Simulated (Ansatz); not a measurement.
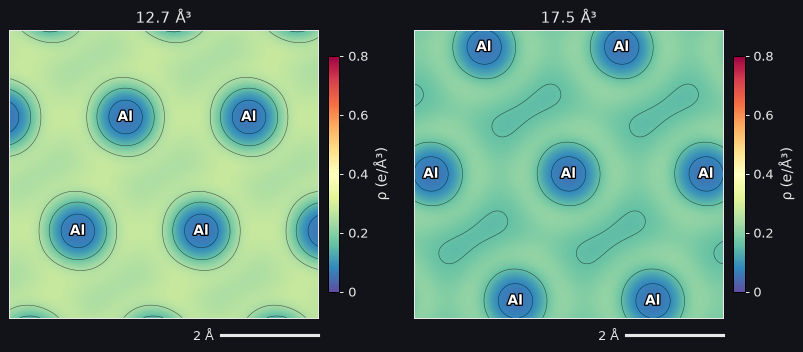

Al. The valence electron density of cells scaled evenly to different volumes (given per atom above each panel), on the (001) plane of each (indices in the axes of the cell below), at one length scale and on one colour scale.

Computed without spin polarisation; PAW files of the earlier set (soft_1).

Method: DFT LDA+D3(BJ), scalar-relativistic, plane waves, PAW in Ansatz.

In a PAW calculation such maps are meaningful between the atoms, not at the nuclei.

The largest cell:

```
Al
1.0
     0.00000    2.22753    1.76687
     2.22753    0.00000    1.76687
     2.22753    2.22753    0.00000
Al
1
Direct
  0.00000 0.00000 0.00000
```

| volume (Å³/atom) | Al–Al contact in the plane (Å) | ρ at its midpoint (e/Å³) | pressure (GPa) | 
| --- | --- | --- | --- |
| 12.70 | 2.553 | 0.277 | 25.0 | 
| 14.31 | 2.657 | ? | ? | 
| 17.53 | 2.843 | 0.196 | −8.2 | 

Question: Estimate the missing row, and compare with the calculation.

Answer: Over the known rows ln ρ falls by 1.19 per Å of Al–Al distance (the line through the two), which gives 0.245 e/Å³ at 2.657 Å; the calculation gives 0.245 e/Å³. For the pressure, a straight line in volume between the neighbouring rows gives 13.9 GPa; the calculation gives 7.4, lower because pressure rises ever faster on compression.
